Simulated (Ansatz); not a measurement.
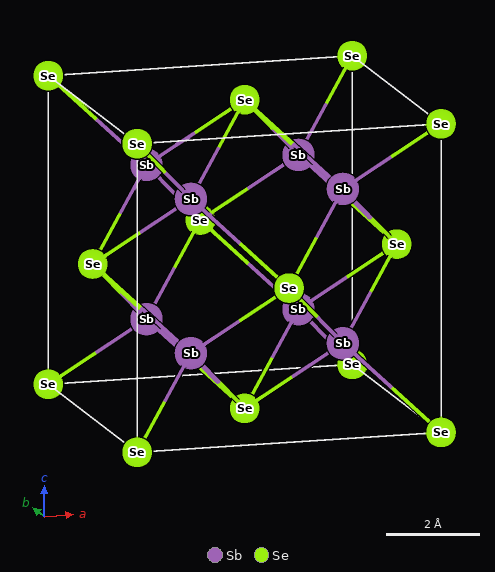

Crystalline Sb$_{2}$Se (a generated structure, set up in Fm-3m) (coarse preliminary run), before the relaxation. The picture is a ball-and-stick view of the conventional cell (4 times the calculation's cell), seen slightly off an axis. Lengths and directions refer to the drawn axes.

All numbers below come from DFT PBE, scalar-relativistic, plane waves, PAW in Ansatz.

Input
```yaml
crystal:
  lattice:
    - [0.0, 3.42012019, 3.42012019]
    - [3.42012019, 0.0, 3.42012019]
    - [3.42012019, 3.42012019, 0.0]
  atoms:
    - { symbol: Sb, position: [0.25, 0.25, 0.25] }
    - { symbol: Sb, position: [0.75, 0.75, 0.75] }
    - { symbol: Se, position: [0.0, 0.0, 0.0] }
basis:
  ecutwfc: 420
kpoints:
  mp_grid: { grid: [4, 4, 4] }
hamiltonian:
  xc: pbe
scf:
  occupations: { method: gaussian, width: 0.1 }
  lower_state_search: "off"
output:
  forces: true
  stress: true
  eigenvalues: true
relax:
  adjacent_minimum: "off"
  f_tol: 0.04
  max_steps: 70
  cell: { stress_tol: 0.4 }
```

Command:
```bash
ansatz run input.yaml --threads 1 --pin off --max-ram 2560MiB --backend cpu --events-out ev --progress --plain --runs-dir out
```

Question: What does the optimiser find from here?

Answer: Over 2 accepted moves (3 points after the start) the energy falls by 73.2 meV per cell of the calculation. All forces vanish by symmetry, so only the cell relaxes. The pressure goes from 4.17 to −0.22 GPa. At 1 point the geometry stayed and the basis and grid were re-selected for the new cell (energy shift of 0.9 meV per cell of the calculation at most each time). The atoms keep their places relative to the cell (all moves are under 0.005 Å). The drawn cell changes as follows: a = b = c 6.840 → 7.019 Å (+2.6 %); the volume changes by +8.1 %. Among the contacts that change: Sb1–Se3 2.962 → 3.039 Å. The space group stays Fm-3m (No. 225). Cost: 6.7 s on 1 thread of Arm Neoverse V1 (shared host), peak memory 0.34 GiB.

The structure at the end:

```xyz
3
Lattice="0.0000 3.5096 3.5096 3.5096 0.0000 3.5096 3.5096 3.5096 0.0000" Properties=species:S:1:pos:R:3 pbc="T T T"
Sb    1.7548    1.7548    1.7548
Sb    5.2644    5.2644    5.2644
Se    3.5096    3.5096    0.0000
```

The end point in the same view:

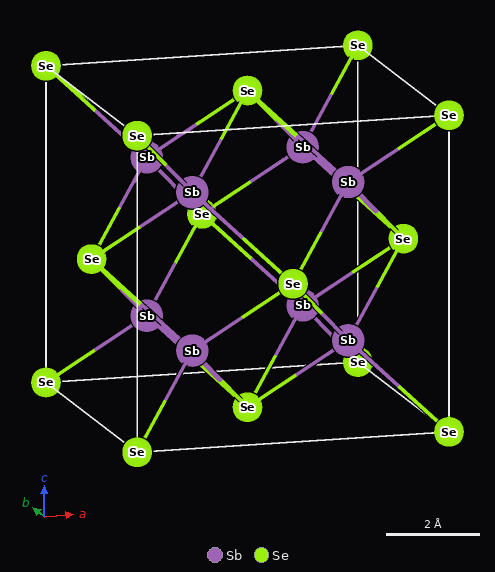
